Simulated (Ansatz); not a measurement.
**MoS$_{3}$: density, localisation and related maps**

```yaml
crystal:
  lattice:
    - [4.92483, 0.00000, 0.00000]
    - [0.00000, 4.92483, 0.00000]
    - [0.00000, 0.00000, 4.92483]
  atoms:
    - { symbol: Mo, position: [0.00000, 0.00000, 0.00000] }
    - { symbol: Mo, position: [0.50000, 0.50000, 0.50000] }
    - { symbol: S, position: [0.25000, 0.00000, 0.50000] }
    - { symbol: S, position: [0.50000, 0.75000, 0.00000] }
    - { symbol: S, position: [0.75000, 0.00000, 0.50000] }
    - { symbol: S, position: [0.50000, 0.25000, 0.00000] }
    - { symbol: S, position: [0.00000, 0.50000, 0.75000] }
    - { symbol: S, position: [0.00000, 0.50000, 0.25000] }
```

Space group Pm-3n; a structure generated by program, which may or may not match a known phase; computed without spin polarisation.

Method: DFT PBE, scalar-relativistic, plane waves, PAW in Ansatz 0.2.0.

The density is the valence pseudo-density of a PAW calculation; it isn't the true density close to the nuclei.

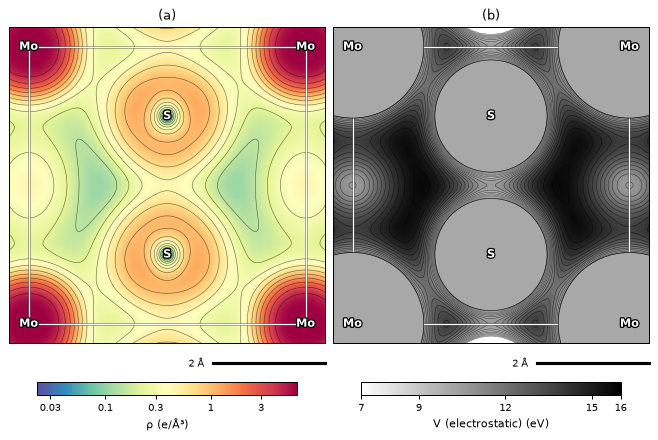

Figure 1. (a) valence charge density (pseudo); (b) electrostatic potential (local pseudopotential plus Hartree) felt by an electron on the (100) plane of the conventional cell. Grey discs cover the atomic cores in the potential map.

> Read the bonding off the picture.

- The section cuts through Mo and S sites.
- Mo–S (2.75 Å): the density is about 0.32 e/Å³ at the midpoint.
- Between the atoms the lowest density in this plane is 0.11 e/Å³.
- Outside the cores the potential energy rises away from the atoms and is highest about 1.7 Å from the nearest atoms; its zero is arbitrary.

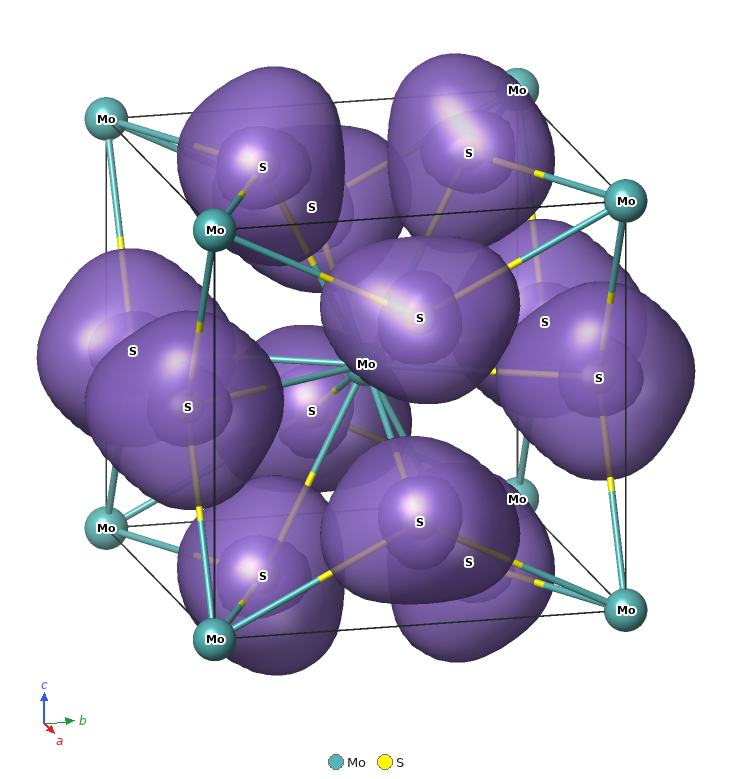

Figure 2. Isosurface of the electron localisation function at 0.65 (purple), seen slightly off an axis. Core shells and regions of very low density are left out. Sticks mark near contacts.

> Identify the bonds, lone pairs and shells in this picture.

The ELF exceeds this value in six regions wrapped around S (the valence shell of each), counted in one cell of 8 atoms. Any copies at cell faces, edges or corners count once. Along the contacts the grid gives the following. Mo–S (2.75 Å): the ELF peaks at about 0.90 in the valence shell of S, 0.8 Å from its nucleus, and is about 0.35 at the midpoint.

> Does the calculation make it a metal, or give it a gap?

It is metallic or semimetallic at this level of theory: no gap opens; semilocal functionals without U, or without the true magnetic order, often close the gap of such compounds.
